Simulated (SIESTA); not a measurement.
# Mn: 7 runs along one coordinate

System: Mn (P6₃/mmc, 2 atoms in the cell).
Method: Kohn-Sham DFT of a periodic cell, PBEsol, PseudoDojo 0.4 standard, converted to PSML, spin-polarised (SIESTA 5.4.2).

The 7 runs differ only in the geometry, by an even scaling of the cell at fixed fractional positions. The structure derives from a Materials Project entry.

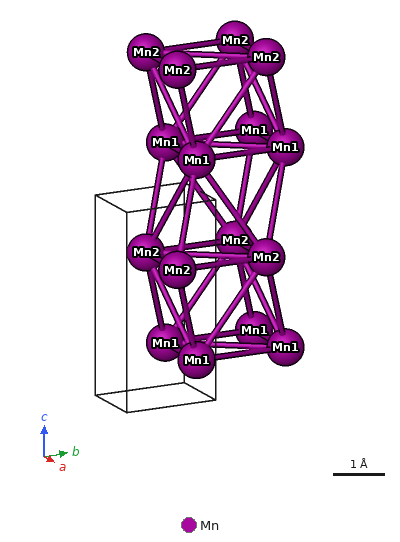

Figure 1. The structure of run 4 (ball-and-stick view of the cell of the calculation, repeated 2 × 2 × 2, seen slightly off an axis; atoms are numbered from 1 in the order of the input). An atom can appear more than once, as a periodic image.

### Input of run 4
```
SystemName                      Mn
SystemLabel                     Mn
NumberOfSpecies                 1
NumberOfAtoms                   2
%block ChemicalSpeciesLabel
  1  25 Mn
%endblock ChemicalSpeciesLabel

LatticeConstant                 1.0 Ang
%block LatticeVectors
     2.4836457705     0.0000000000     0.0000000000
    -1.2418228853     2.1509003313     0.0000000000
     0.0000000000     0.0000000000     4.0261950000
%endblock LatticeVectors
AtomicCoordinatesFormat         Fractional
%block AtomicCoordinatesAndAtomicSpecies
     0.3333333333     0.6666666667     0.2500000000  1  Mn
     0.6666666667     0.3333333333     0.7500000000  1  Mn
%endblock AtomicCoordinatesAndAtomicSpecies

%block kgrid.MonkhorstPack
    9   0   0  0.0
    0   9   0  0.0
    0   0   5  0.0
%endblock kgrid.MonkhorstPack
XC.Functional                   GGA
XC.Authors                      PBEsol
PAO.BasisSize                   DZP
PAO.EnergyShift                 0.003 Ry
Mesh.Cutoff                     800 Ry
Spin                            polarized
%block DM.InitSpin
    1   4.000
    2   4.000
%endblock DM.InitSpin
OccupationFunction              FD
ElectronicTemperature           0.05 eV
MaxSCFIterations                200
SCF.MustConverge                false
SCF.Mixer.Method                Pulay
SCF.Mixer.Weight                0.1
SCF.Mixer.History               10
SCF.DM.Tolerance                5.0e-05
SCF.H.Tolerance                 1.0e-03 eV
WriteForces                     true
Charge.Mulliken                 end
%block PAO.Basis
  Mn 5
  n=3 0 2
    2.738 0.000
  n=4 0 2
    7.595 0.000
  n=3 1 2
    3.070 0.000
  n=4 1 1
    7.595
  n=3 2 2
    5.098 0.000
%endblock PAO.Basis
```

Command:
```bash
siesta Mn.fdf > Mn.out 2>&1
```

Run 5 differs from it as follows:
```diff
-     2.4836457705     0.0000000000     0.0000000000
-    -1.2418228853     2.1509003313     0.0000000000
-     0.0000000000     0.0000000000     4.0261950000
+     2.5000942351     0.0000000000     0.0000000000
+    -1.2500471176     2.1651451195     0.0000000000
+     0.0000000000     0.0000000000     4.0528593201
```

### Results, with one run withheld

| run | volume per atom (Å³) | free energy per atom, from the lowest run given (meV) | pressure (GPa) |
| --- | --- | --- | --- |
| 1 | 10.109 | 6.41 | 8.91 |
| 2 | 10.324 | 0.00 | 1.12 |
| 3 | 10.539 | 3.20 | −5.80 |
| 4 | 10.754 | 14.53 | −10.96 |
| 5 | 10.969 | ? | ? |
| 6 | 11.184 | 57.85 | −20.88 |
| 7 | 11.399 | 89.13 | −25.51 |

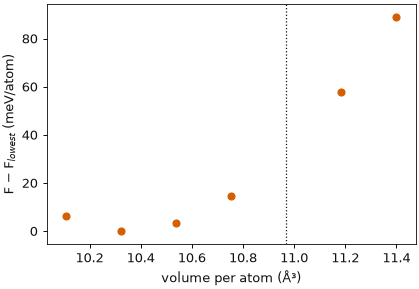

Figure 2. Free energy per atom of the runs given; the dotted line marks run 5.

Estimate the energy of run 5 from the others.

A cubic polynomial in V^(−2/3) (the Birch–Murnaghan form), fitted to the 6 runs given, misses them by at most 0.18 meV per atom. With x = V^(−2/3) − 0.20591 Å⁻², it reads F = 10.98 − 4794.9 x + 5.2452e+05 x² + 4.2436e+05 x³ (meV per atom). At run 5 it gives 32.91 meV per atom, and the run itself gives 32.99. The slope of the fit gives a pressure −dF/dV of −16.36 GPa there, and the run prints −16.35 GPa. The fit has its minimum at 10.358 Å³ per atom, where V d²F/dV² gives 323 GPa. Cell shape and fractional positions are held, so this is the stiffness under even scaling; the relaxed bulk modulus wasn't computed.

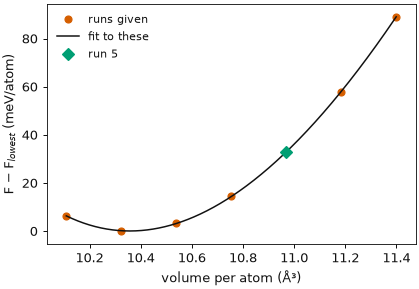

Figure 3. The fit and the withheld run.

### Some lines of the output (run 5)
```
[...]
outcell: Cell volume (Ang**3)        :     21.9384
stepf: Fermi-Dirac step function
siesta: Etot    =     -5916.082541
siesta: FreeEng =     -5916.114173
        iscf     Eharris(eV)        E_KS(eV)     FreeEng(eV)     dDmax    Ef(eV) dHmax(eV)
siesta: E_KS(eV) =            -5919.7692
siesta: E_KS - E_eggbox =     -5919.7692
siesta: Etot    =     -5919.769167
siesta: FreeEng =     -5919.792737
siesta:         Fermi =      -6.480952
siesta: Cell volume =         21.938398 Ang**3
    Orbital volume contribution        =           1.911281 eV
```

Notes: Points of doubt noted for this run: mulliken charges of long orbitals. With a small basis of atomic orbitals these values can differ much from converged plane-wave results.
